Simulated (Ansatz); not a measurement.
Geometry relaxation, with input and output: Cu4HO5 (part 1 of 3)

System: Cu4HO5 (slab, 10 atoms in the cell).
Method: DFT PBEsol, scalar-relativistic, plane waves, PAW, no spin polarisation (Ansatz 0.2.0).

The structure derives from an entry of the Crystallography Open Database. The input holds or restrains some coordinates. Forces given for the steps count only the free coordinates. It belongs to a series of runs on one base structure; here: OH put at a top Cu site.

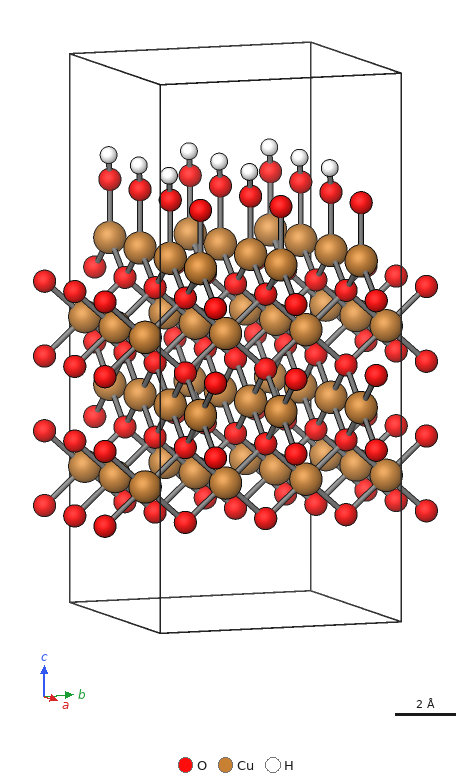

Figure 1. The structure as given in the input (ball-and-stick view of the 3 × 3 repeat of the cell, with the vacuum cut short, seen slightly off an axis; bonded neighbours outside the cell are drawn too). An atom can appear more than once, as a periodic image.

Input file
```yaml
crystal:
  lattice:
    - [2.8941129938, 0.0, 0.0]
    - [0.0116739599, 2.8940894491, 0.0]
    - [0.0, 0.0, 28.7910424567]
  atoms:
    - { symbol: O, position: [0.5000182939, 0.5000980343, 0.2952307133] }
    - { symbol: Cu, position: [0.5001163282, 0.0001163282, 0.3394460648] }
    - { symbol: O, position: [0.5002143625, 0.5001346221, 0.3836614165] }
    - { symbol: Cu, position: [0.0002326564, 0.5002326564, 0.4278767681] }
    - { symbol: O, position: [0.5002393362, 0.5003257166, 0.4720523456] }
    - { symbol: Cu, position: [0.5002992441, 0.0003277119, 0.5162961178] }
    - { symbol: O, position: [0.5003598438, 0.5003324091, 0.56048068] }
    - { symbol: Cu, position: [0.000358202, 0.5003653065, 0.6014362935] }
    - { symbol: O, position: [0.000358202, 0.5003653065, 0.6702076831] }
    - { symbol: H, position: [0.1239992075, 0.4380960492, 0.7007727452] }
basis:
  ecutwfc: 420
kpoints:
  mp_grid: { grid: [10, 10, 1] }
hamiltonian:
  xc: pbesol
scf:
  occupations: { method: gaussian, width: 0.1 }
output:
  forces: true
  eigenvalues: true
  write_density: true
  write_potential: true
  elf: true
  volumetric_format: npy
relax:
  adjacent_minimum: "off"
  f_tol: 0.03
  max_steps: 70
  constraints: [{ sites: [0, 1, 2, 3] }]
efield:
  axis: 3
  dipole_correction: true
  ramp_width: 0.04
```

Machine: 4 threads of Intel Xeon @ 2.50GHz (Skylake/Cascade Lake), 192 GiB of memory available, shared host.

Run as:
```bash
ansatz run input.yaml --threads 4 --pin off --max-ram 10240MiB --backend cpu --events-out ev --progress --plain --runs-dir out
```

Log
```
Engine: ansatz 0.2.0, x86_64-unknown-linux-gnu
Pseudopotentials: kind: paw
Pseudopotential: O, paw, valence charge 6, recommended cutoff 420 eV (normal), O.paw.azcp
Pseudopotential: Cu, paw, valence charge 19, recommended cutoff 420 eV (normal), Cu.paw.azcp
Pseudopotential: H, paw, valence charge 1, recommended cutoff 420 eV (normal), H.paw.azcp
Functional definition: PBEsol
  exchange = pbesol_x
  correlation = pbesol_c
Crystal: 10 atoms, lattice volume = 241.149 Å³
Basis set: ecut = 420 eV, 4689 PW (Γ), exchange–correlation on 40×40×400 points (8 copies of the dense FFT grid, shifted against one another)
Bands: 65, of which v1, the nominal top of the filled ones, is band 54 counted from 1 (53 counted from 0)
Symmetry: 1 space group operations
Space group: P1 (ITA 1), of the structure as read, at distance tolerance 6.2e-5 Å
k-points: 52 of 100 (time reversal used)
Non-local potential: O, projectors of the file, l = 0: 2, l = 1: 2, l = 2: 1
Non-local potential: Cu, projectors of the file, l = 0: 3, l = 1: 2, l = 2: 3, l = 3: 1
Non-local potential: H, projectors of the file, l = 0: 2, l = 1: 1
PAW form: soft (Blöchl's): semilocal exchange-correlation on the pseudo side does not see the compensation charge
PAW frozen core: O, regenerated for the run's functional, and the local potential with it (the file was generated under x = pbe(κ = 0.804, μ = 0.2195149727645171), c = pbe(β = 0.06672455060314922))
PAW frozen core: Cu, regenerated for the run's functional, and the local potential with it (the file was generated under x = pbe(κ = 0.804, μ = 0.2195149727645171), c = pbe(β = 0.06672455060314922))
PAW one-centre angular grid: O, 110 points (default); XC on 64 Gauss nodes
PAW one-centre angular grid: Cu, 590 points (default); XC on 64 Gauss nodes
PAW one-centre angular grid: H, 110 points (default); XC on 64 Gauss nodes
Initial density: superposition of atomic densities (neutral atoms: chi_scale 0, normalization atom), corrected by the library's trained network
Initial wavefunctions: pseudopotential atomic-orbital guess
Functional: x = pbesol(κ = 0.804, μ = 0.12345679012345678), c = pbesol(β = 0.046)
SCF iter   1: F=—  HF=-29165.820926 eV  |F-HF|=—  |Δ(HF+E_count)|=         —  Δρ=3.17e-2  dr2=1.64e1  ethr=1.77e-3  p=0.178 e·Å  D=1.34e-1 V/Å  ΔV_dip=-3.85 eV  dr2_dipole=7.44e0  V_vac-E_F(+/−)=4.39/8.24 eV  ⟨swp⟩=7.4  Hψ=14181  notcnv=0  defer=102
efield: sawtooth ramp at fractional position 0.9780 (placed from the atoms, in the widest stretch of the axis that holds none; the zero of the levels goes with the place), width 0.0400; the density the first Hamiltonian is built on has a dipole p = 0.178 e·Å; the dipole correction subtracts the counter field D = 1.34e-1 V/Å, which shifts the + side's vacuum level by -3.85 eV against the − side's; the planar-averaged density in the ramp window peaks in size at 9.6e-6 e/Å³
preconditioner: auto → LDOS  [metal: Δε(μ)=0.016 eV  Ē_g=10.441 eV  σ=0.100 eV  W_gap=0.09  n_scr=56 (ndim 8)  ℏωp=20.7 eV  f_vac=0.554  D(μ)=6.84/eV (n_scr^D=40)  β→1.0]
SCF iter   2: F=—  HF=-29165.684993 eV  |F-HF|=—  |Δ(HF+E_count)|=   1.36e-1  Δρ=2.04e-2  dr2=5.88e-1  ethr=1.77e-3  p=0.183 e·Å  D=1.37e-1 V/Å  ΔV_dip=-3.95 eV  dr2_dipole=4.43e-2  V_vac-E_F(+/−)=4.53/8.48 eV  ⟨swp⟩=2.5  Hψ=5909  notcnv=0  defer=190
SCF iter   3: F=—  HF=-29165.596357 eV  |F-HF|=—  |Δ(HF+E_count)|=   8.86e-2  Δρ=6.06e-3  dr2=1.57e-1  ethr=5.50e-4  p=0.183 e·Å  D=1.38e-1 V/Å  ΔV_dip=-3.96 eV  dr2_dipole=2.47e-3  V_vac-E_F(+/−)=4.45/8.42 eV  ⟨swp⟩=2.1  Hψ=5183  notcnv=0  defer=190
SCF iter   4: F=—  HF=-29165.611136 eV  |F-HF|=—  |Δ(HF+E_count)|=   1.48e-2  Δρ=2.25e-3  dr2=1.95e-2  ethr=1.46e-4  p=0.184 e·Å  D=1.38e-1 V/Å  ΔV_dip=-3.98 eV  dr2_dipole=9.40e-4  V_vac-E_F(+/−)=4.45/8.44 eV  ⟨swp⟩=1.7  Hψ=3922  notcnv=0  defer=204
SCF iter   5: F=—  HF=-29165.616020 eV  |F-HF|=—  |Δ(HF+E_count)|=   4.88e-3  Δρ=1.64e-3  dr2=9.85e-3  ethr=1.82e-5  p=0.185 e·Å  D=1.38e-1 V/Å  ΔV_dip=-3.99 eV  dr2_dipole=1.88e-3  V_vac-E_F(+/−)=4.46/8.44 eV  ⟨swp⟩=2.0  Hψ=4096  notcnv=0  defer=204
SCF iter   6: F=—  HF=-29165.616183 eV  |F-HF|=—  |Δ(HF+E_count)|=   1.63e-4  Δρ=7.41e-4  dr2=2.37e-3  ethr=9.21e-6  p=0.185 e·Å  D=1.39e-1 V/Å  ΔV_dip=-3.99 eV  dr2_dipole=6.03e-4  V_vac-E_F(+/−)=4.46/8.45 eV  ⟨swp⟩=2.0  Hψ=4045  notcnv=0  defer=204
SCF iter   7: F=—  HF=-29165.616257 eV  |F-HF|=—  |Δ(HF+E_count)|=   7.42e-5  Δρ=3.97e-4  dr2=4.56e-4  ethr=2.21e-6  p=0.185 e·Å  D=1.39e-1 V/Å  ΔV_dip=-3.99 eV  dr2_dipole=1.23e-5  V_vac-E_F(+/−)=4.46/8.45 eV  ⟨swp⟩=1.8  Hψ=3905  notcnv=0  defer=206
SCF iter   8: F=—  HF=-29165.616287 eV  |F-HF|=—  |Δ(HF+E_count)|=   3.00e-5  Δρ=1.12e-4  dr2=2.91e-5  ethr=4.26e-7  p=0.185 e·Å  D=1.39e-1 V/Å  ΔV_dip=-3.99 eV  dr2_dipole=8.42e-7  V_vac-E_F(+/−)=4.46/8.45 eV  ⟨swp⟩=1.7  Hψ=3337  notcnv=0  defer=206
SCF iter   9: F=-29165.616323 eV  HF=-29165.616315 eV  |F-HF|=7.94e-6  |Δ(HF+E_count)|=   2.82e-5  Δρ=2.89e-5  dr2=1.16e-6  ethr=2.10e-8  p=0.185 e·Å  D=1.39e-1 V/Å  ΔV_dip=-3.99 eV  dr2_dipole=5.28e-8  V_vac-E_F(+/−)=4.46/8.45 eV  ⟨swp⟩=23.0  Hψ=37085  notcnv=0
SCF 1 converged in 9 iterations: F = -29165.616323 eV  dr2 = 1.16e-6
  greatest PAW one-centre occupation: 1.000 electrons in one spin orbital (limit 2), on the Cu atom at site 7 (counted from 0), in its partial waves of l = 0
relax step   1: F+E_penalty+E_count = -29165.61632331 eV  Δ(F+E_penalty+E_count) = +0.000e0 eV  max|allowed force component| = 2.619e0 eV/Å  Δτ_max = 0.0000 Å  (9 SCF iters, dr2 threshold 2.25e-5 eV, accepted)
Initial density: handed on by an earlier stage of this run
Initial wavefunctions: those handed on with the density
iter 1 solved again at ethr=1.23e-4 eV; its pass at ethr=3.10e-3 eV (dr2=1.31e-1 eV) is discarded
SCF iter   1: F=—  HF=-29165.958067 eV  |F-HF|=—  |Δ(HF+E_count)|=         —  Δρ=9.24e-3  dr2=1.31e-1  ethr=1.23e-4  p=0.185 e·Å  D=1.39e-1 V/Å  ΔV_dip=-3.99 eV  dr2_dipole=2.36e-2  V_vac-E_F(+/−)=4.45/8.44 eV  ⟨swp⟩=1.8  Hψ=12067  notcnv=0  defer=200
efield: sawtooth ramp at fractional position 0.9780 (handed on by an earlier solve), width 0.0400; the density the first Hamiltonian is built on has a dipole p = 0.185 e·Å; the dipole correction subtracts the counter field D = 1.39e-1 V/Å, which shifts the + side's vacuum level by -3.99 eV against the − side's; the planar-averaged density in the ramp window peaks in size at 6.5e-6 e/Å³
preconditioner: auto → LDOS  [metal: Δε(μ)=0.026 eV  Ē_g=10.596 eV  σ=0.100 eV  W_gap=0.14  n_scr=56 (ndim 8)  ℏωp=20.7 eV  f_vac=0.556  D(μ)=7.61/eV (n_scr^D=56)  β→1.0]
SCF iter   2: F=—  HF=-29165.967905 eV  |F-HF|=—  |Δ(HF+E_count)|=   9.84e-3  Δρ=3.36e-3  dr2=3.24e-2  ethr=1.22e-4  p=0.181 e·Å  D=1.36e-1 V/Å  ΔV_dip=-3.91 eV  dr2_dipole=2.43e-3  V_vac-E_F(+/−)=4.53/8.44 eV  ⟨swp⟩=2.6  Hψ=5687  notcnv=0  defer=200
SCF iter   3: F=—  HF=-29165.969528 eV  |F-HF|=—  |Δ(HF+E_count)|=   1.62e-3  Δρ=7.42e-3  dr2=1.86e-1  ethr=3.03e-5  p=0.174 e·Å  D=1.31e-1 V/Å  ΔV_dip=-3.76 eV  dr2_dipole=4.23e-2  V_vac-E_F(+/−)=4.67/8.43 eV  ⟨swp⟩=2.0  Hψ=6324  notcnv=0  defer=206
SCF iter   4: F=—  HF=-29165.965860 eV  |F-HF|=—  |Δ(HF+E_count)|=   3.67e-3  Δρ=5.72e-3  dr2=1.04e-1  ethr=3.03e-5  p=0.173 e·Å  D=1.30e-1 V/Å  ΔV_dip=-3.75 eV  dr2_dipole=2.19e-2  V_vac-E_F(+/−)=4.68/8.43 eV  ⟨swp⟩=1.0  Hψ=3217  notcnv=0  defer=210
SCF iter   5: F=—  HF=-29165.960797 eV  |F-HF|=—  |Δ(HF+E_count)|=   5.06e-3  Δρ=1.15e-3  dr2=4.44e-3  ethr=3.03e-5  p=0.173 e·Å  D=1.30e-1 V/Å  ΔV_dip=-3.74 eV  dr2_dipole=5.60e-4  V_vac-E_F(+/−)=4.70/8.44 eV  ⟨swp⟩=2.0  Hψ=4211  notcnv=0  defer=211
SCF iter   6: F=—  HF=-29165.960904 eV  |F-HF|=—  |Δ(HF+E_count)|=   1.07e-4  Δρ=3.99e-4  dr2=3.50e-4  ethr=4.15e-6  p=0.172 e·Å  D=1.29e-1 V/Å  ΔV_dip=-3.73 eV  dr2_dipole=1.24e-5  V_vac-E_F(+/−)=4.71/8.44 eV  ⟨swp⟩=1.8  Hψ=3728  notcnv=0  defer=210
SCF iter   7: F=—  HF=-29165.960941 eV  |F-HF|=—  |Δ(HF+E_count)|=   3.66e-5  Δρ=1.42e-4  dr2=4.18e-5  ethr=9.35e-8  p=0.172 e·Å  D=1.29e-1 V/Å  ΔV_dip=-3.73 eV  dr2_dipole=1.17e-7  V_vac-E_F(+/−)=4.71/8.44 eV  ⟨swp⟩=21.2  Hψ=36750  notcnv=0
SCF iter   8: F=-29165.960965 eV  HF=-29165.960969 eV  |F-HF|=3.35e-6  |Δ(HF+E_count)|=   2.80e-5  Δρ=5.69e-5  dr2=1.10e-5  ethr=3.91e-8  p=0.173 e·Å  D=1.29e-1 V/Å  ΔV_dip=-3.73 eV  dr2_dipole=8.83e-8  V_vac-E_F(+/−)=4.71/8.44 eV  ⟨swp⟩=16.6  Hψ=34072  notcnv=0
SCF 2 converged in 8 iterations: F = -29165.960965 eV  dr2 = 1.10e-5
relax step   2: F+E_penalty+E_count = -29165.96096546 eV  Δ(F+E_penalty+E_count) = -3.446e-1 eV  max|allowed force component| = 2.069e0 eV/Å  Δτ_max = 0.1943 Å  (8 SCF iters, dr2 threshold 1.00e-4 eV, accepted)
[... from here on the SCF iterations and repeated set-up lines of each step are left out, up to the last step ...]
SCF 3 converged in 9 iterations: F = -29166.240971 eV  dr2 = 4.74e-6
relax step   3: F+E_penalty+E_count = -29166.24097098 eV  Δ(F+E_penalty+E_count) = -2.800e-1 eV  max|allowed force component| = 1.990e0 eV/Å  Δτ_max = 0.1949 Å  (9 SCF iters, dr2 threshold 1.00e-4 eV, accepted)
SCF 4 converged in 7 iterations: F = -29166.365555 eV  dr2 = 2.31e-6
relax step   4: F+E_penalty+E_count = -29166.36555455 eV  Δ(F+E_penalty+E_count) = -1.246e-1 eV  max|allowed force component| = 1.356e0 eV/Å  Δτ_max = 0.1943 Å  (7 SCF iters, dr2 threshold 1.00e-4 eV, accepted)
SCF 5 converged in 5 iterations: F = -29166.446424 eV  dr2 = 1.56e-5
relax step   5: F+E_penalty+E_count = -29166.44642400 eV  Δ(F+E_penalty+E_count) = -8.087e-2 eV  max|allowed force component| = 1.029e0 eV/Å  Δτ_max = 0.1941 Å  (5 SCF iters, dr2 threshold 1.00e-4 eV, accepted)
SCF 6 converged in 6 iterations: F = -29166.513086 eV  dr2 = 2.95e-5
relax step   6: F+E_penalty+E_count = -29166.51308618 eV  Δ(F+E_penalty+E_count) = -6.666e-2 eV  max|allowed force component| = 1.009e0 eV/Å  Δτ_max = 0.1947 Å  (6 SCF iters, dr2 threshold 1.00e-4 eV, accepted)
SCF 7 converged in 7 iterations: F = -29166.562494 eV  dr2 = 1.24e-5
relax step   7: F+E_penalty+E_count = -29166.56249385 eV  Δ(F+E_penalty+E_count) = -4.941e-2 eV  max|allowed force component| = 1.422e-1 eV/Å  Δτ_max = 0.2000 Å  (7 SCF iters, dr2 threshold 1.00e-4 eV, accepted)
SCF 8 converged in 12 iterations: F = -29166.578389 eV  dr2 = 6.74e-9
relax step   8: F+E_penalty+E_count = -29166.57838901 eV  Δ(F+E_penalty+E_count) = -1.590e-2 eV  max|allowed force component| = 1.798e-1 eV/Å  Δτ_max = 0.2000 Å  (12 SCF iters, dr2 threshold 1.26e-6 eV, accepted)
SCF 9 converged in 8 iterations: F = -29166.581391 eV  dr2 = 1.62e-7
relax step   9: F+E_penalty+E_count = -29166.58139076 eV  Δ(F+E_penalty+E_count) = -3.002e-3 eV  max|allowed force component| = 6.772e-2 eV/Å  Δτ_max = 0.0709 Å  (8 SCF iters, dr2 threshold 2.02e-6 eV, accepted)
SCF 10 converged in 11 iterations: F = -29166.582366 eV  dr2 = 7.07e-9
relax step  10: F+E_penalty+E_count = -29166.58236603 eV  Δ(F+E_penalty+E_count) = -9.753e-4 eV  max|allowed force component| = 1.595e-2 eV/Å  Δτ_max = 0.0476 Å  (11 SCF iters, accepted)
```
